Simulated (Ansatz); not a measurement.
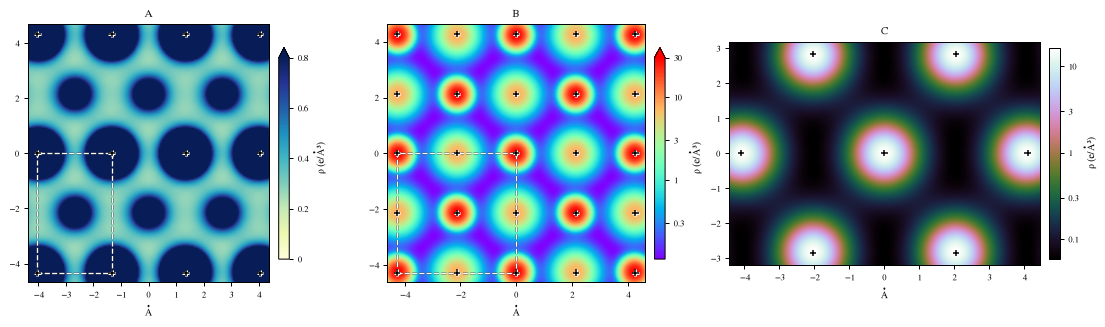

The valence charge density (pseudo) of 3 systems, each on a plane through atoms (crosses mark nuclei in the plane).

Method: Ansatz, DFT PBEsol, scalar-relativistic, plane waves, PAW.

System 1: Rh, the (100) plane of the conventional cell. Space group P6₃/mmc; a structure from a database of computed crystals, not necessarily the ambient phase; computed without spin polarisation.

System 2: Sn, the (101̄) plane of the conventional cell. Space group I4/mmm; a structure from a database of computed crystals, not necessarily the ambient phase; changed on purpose from its base cell (strain +0.080 along x and y, +0.040 along z, atoms carried along); computed pressure about −8 GPa in this cell.

```xyz
2
Lattice="4.0924 0.0000 0.0000 0.0000 4.0924 0.0000 0.0000 0.0000 3.9409" Properties=species:S:1:pos:R:3 pbc="T T T"
Sn    0.0000    0.0000    0.0000
Sn    2.0462    2.0462    1.9704
```

System 3: MgO, the (010) plane of the conventional cell. Space group Fm-3m; computed pressure about −6 GPa in this cell.

```
CELL_PARAMETERS angstrom
4.27030 0.00000 0.00000
0.00000 4.27030 0.00000
0.00000 0.00000 4.27030
ATOMIC_POSITIONS crystal
Mg 0.00000 0.00000 0.00000
Mg 0.50000 0.50000 0.00000
Mg 0.50000 0.00000 0.50000
Mg 0.00000 0.50000 0.50000
O 0.50000 0.00000 0.00000
O 0.00000 0.50000 0.00000
O 0.00000 0.00000 0.50000
O 0.50000 0.50000 0.50000
```

### Match each panel to its system.

Panel A is system 1, Rh: the plane holds Rh. Rh–Rh (2.69 Å): the density is about 0.38 e/Å³ at the midpoint. Panel B is system 3, MgO: the plane holds Mg and O. Mg–O (2.14 Å): the density is about 0.32 e/Å³ at the midpoint. Panel C is system 2, Sn: the plane holds Sn. Sn–Sn (3.50 Å): ρ at the midpoint is about 0.12 e/Å³.
